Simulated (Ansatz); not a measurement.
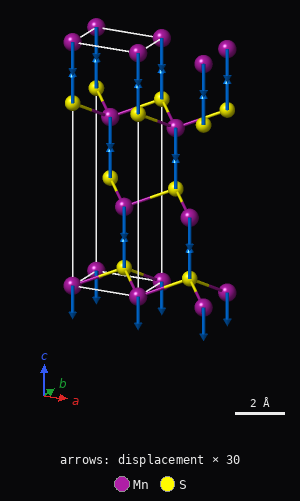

This is a relaxation of crystalline MnS (set up in R3m). The starting structure is drawn; blue arrows show the displacements (the part carried along by the change of the cell is left out), magnified 30 times.

Style: ball-and-stick. Shown: the conventional cell (3 times the calculation's cell), repeated 2 × 1 × 1 with one cell outlined, slightly off an axis. Lengths and directions refer to the drawn axes.

Case: film's bulk on the substrate's plane, third vector and atoms relaxed.

Level of theory: DFT PBE, scalar-relativistic, plane waves, PAW in Ansatz 0.2.0.

The input:
```yaml
crystal:
  lattice:
    - [3.8354077652, 0.0, 0.0]
    - [-1.9177038826, 3.3215605586, 0.0]
    - [1.9177038826, -1.1071868529, 3.4183803346]
  atoms:
    - { symbol: Mn, position: [0.0, 0.0, 0.0], spin: 4.63 }
    - { symbol: S, position: [0.75, 0.25, 0.75], spin: 0.14 }
basis:
  ecutwfc: 420
kpoints:
  mp_grid: { grid: [9, 9, 10] }
hamiltonian:
  xc: pbe
scf:
  occupations: { method: gaussian, width: 0.1 }
output:
  forces: true
  stress: true
  eigenvalues: true
  populations: true
magnetization:
  spin_polarized: true
relax:
  adjacent_minimum: "off"
  f_tol: 0.01
  max_steps: 50
  cell: { fix: [a, b, gamma], stress_tol: 0.1 }
```

Run as
```bash
ansatz run input.yaml --threads 2 --pin off --max-ram 5120MiB --backend cpu --events-out ev --progress --plain --runs-dir out
```

Q: What did the optimiser do to the structure, and how much energy did it gain?

A: The largest moves relative to the cell, 0.048 Å, are those of Mn1 and S2. S2 goes along +c. Largest moves by element: S 0.048 Å, Mn 0.048 Å. The volume changes by −1.9 %, with a = b unchanged at 3.835 Å, c 10.255 → 10.057 Å (−1.9 %). Near-neighbour distances that change, for instance: Mn1–S2 2.564 → 2.419 Å, Mn1–S2 (another image) 2.374 → 2.403 Å. The space group stays R3m (No. 160). Over 3 accepted moves (4 points after the start) the energy falls by 37.1 meV per cell of the calculation. The largest force component goes from 0.51 to 0.00045 eV/Å. Pressure: 1.88 GPa at the start and 2.14 GPa at the end. The SCF was repeated once at an unchanged geometry on a basis and grid sized afresh for the cell, which shifted the energy by 0.2 meV per cell of the calculation at most.
